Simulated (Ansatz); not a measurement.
```cif
data_structure
_symmetry_space_group_name_H-M 'P 1'
_symmetry_Int_Tables_number 1
_cell_length_a 3.4533
_cell_length_b 3.4533
_cell_length_c 5.7227
_cell_angle_alpha 90.000
_cell_angle_beta 90.000
_cell_angle_gamma 120.000
_cell_volume 59.10
loop_
_atom_site_label
_atom_site_type_symbol
_atom_site_fract_x
_atom_site_fract_y
_atom_site_fract_z
_atom_site_occupancy
Zr1 Zr 0.00000 0.00000 0.00000 1
S1 S 0.33333 0.66667 0.25525 1
S2 S 0.66667 0.33333 0.74475 1
```

Space group P-3m1; changed on purpose from its base cell (strain -0.0500 x Voigt [1, 1, 0, 0, 0, 0], atoms carried along); not relaxed (largest force 1.2 eV/Å); computed pressure about 13 GPa in this cell.

Method: Ansatz, DFT PBE+D3(BJ), scalar-relativistic, plane waves, PAW.

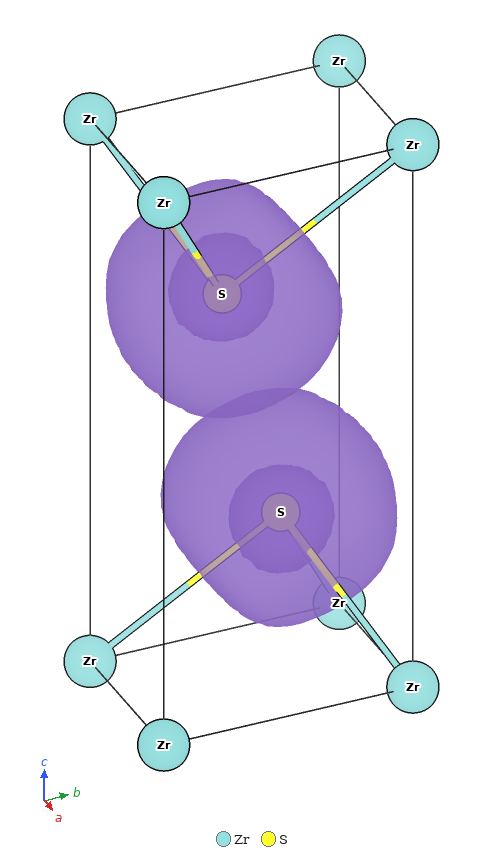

ZrS2. Isosurface of the ELF at 0.7 (purple), seen slightly off an axis. Core shells and regions of very low density are left out. Sticks mark near contacts.

In a PAW calculation such maps are meaningful between the atoms, not at the nuclei.

> Identify the bonds, lone pairs and shells in this picture.

At this value the surface marks out two regions wrapped around S (the valence shell of each), counted in one cell of 3 atoms. Any copies at cell faces, edges or corners count once. Profiles from the grid: Zr–S (2.47 Å): the ELF peaks at about 0.85 in the valence shell of S, 0.8 Å from its nucleus, and is about 0.35 at the midpoint.

> Metal or insulator at this level of theory?

It is gapped, with a Kohn–Sham gap of 0.39 eV on the k-point mesh (the band edges may lie off the mesh, which would make the gap smaller).
